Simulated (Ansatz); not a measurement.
**Co: density, localisation and related maps**

```cif
data_structure
_symmetry_space_group_name_H-M 'P 1'
_symmetry_Int_Tables_number 1
_cell_length_a 3.5124
_cell_length_b 3.5124
_cell_length_c 3.5124
_cell_angle_alpha 90.000
_cell_angle_beta 90.000
_cell_angle_gamma 90.000
_cell_volume 43.33
loop_
_atom_site_label
_atom_site_type_symbol
_atom_site_fract_x
_atom_site_fract_y
_atom_site_fract_z
_atom_site_occupancy
Co1 Co 0.00000 0.00000 0.00000 1
Co2 Co 0.50000 0.50000 0.00000 1
Co3 Co 0.50000 0.00000 0.50000 1
Co4 Co 0.00000 0.50000 0.50000 1
```

Space group Fm-3m; spin-polarised.

All numbers below come from Ansatz, DFT r2SCAN, scalar-relativistic, plane waves, PAW.

Core electrons are frozen (PAW), and the valence fields are smoothed inside the atomic spheres.

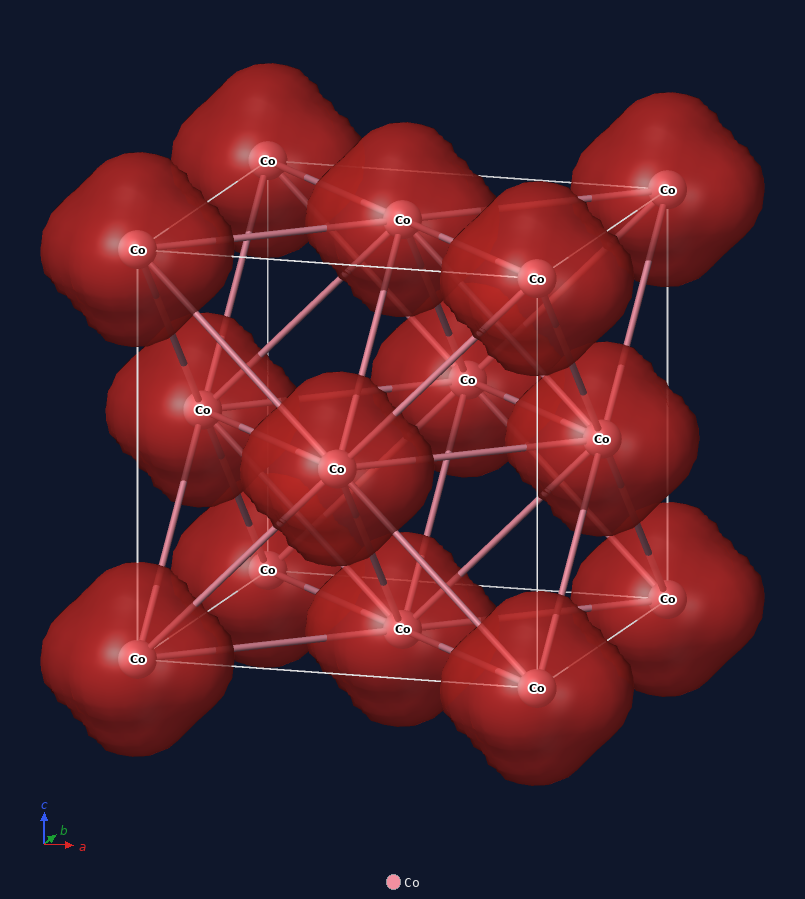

Figure 1. Isosurfaces of the spin density at +0.2 (red) and −0.2 e/Å³ (blue), seen slightly off an axis. Sticks mark near contacts.

Describe the spin distribution.

The spin density sits on Co: +1.9 μB (×4) in one cell of 4 atoms: parallel moments, as they must be, since the calculation's own cell holds one magnetic site. The cell of the calculation (1 atoms) carries 1.8 μB of net spin moment. Only one sign reaches the isovalue.

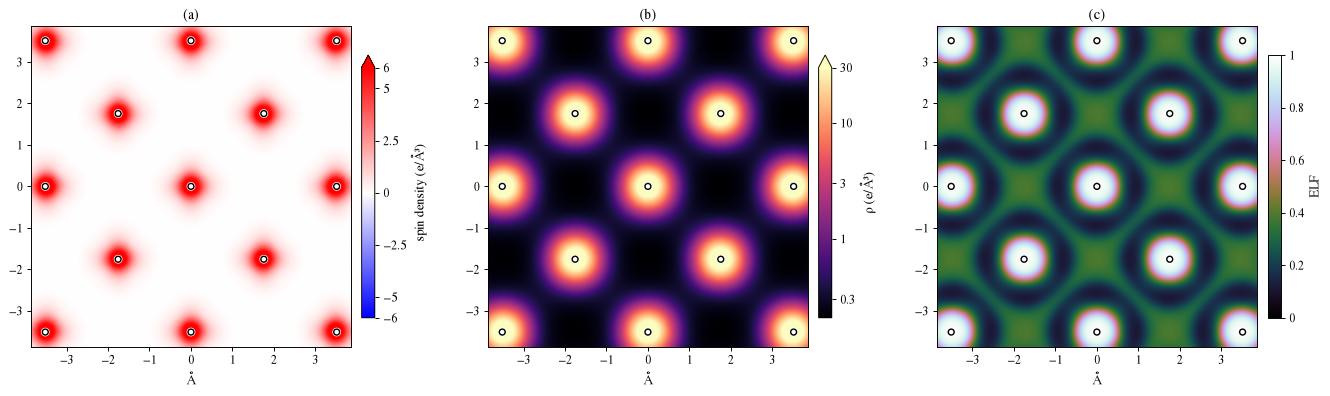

Figure 2. (a) spin density (up minus down); (b) valence charge density (pseudo); (c) ELF on the (010) plane of the conventional cell. Circles mark the nuclei in the plane (Co).

What do the fields say about this system?

The section cuts through Co sites.
Co–Co (2.48 Å): the density is about 0.34 e/Å³ at the midpoint; the ELF is about 0.25 at the midpoint (no shared electron pair shows on this line).
Between the atoms the lowest density in this plane is 0.21 e/Å³.
The features right at Co lie inside the PAW spheres, where the map follows smoothed inner orbitals and isn't to be read closely.

Does the calculation give a band gap?

It is metallic or semimetallic at this level of theory: no gap opens.
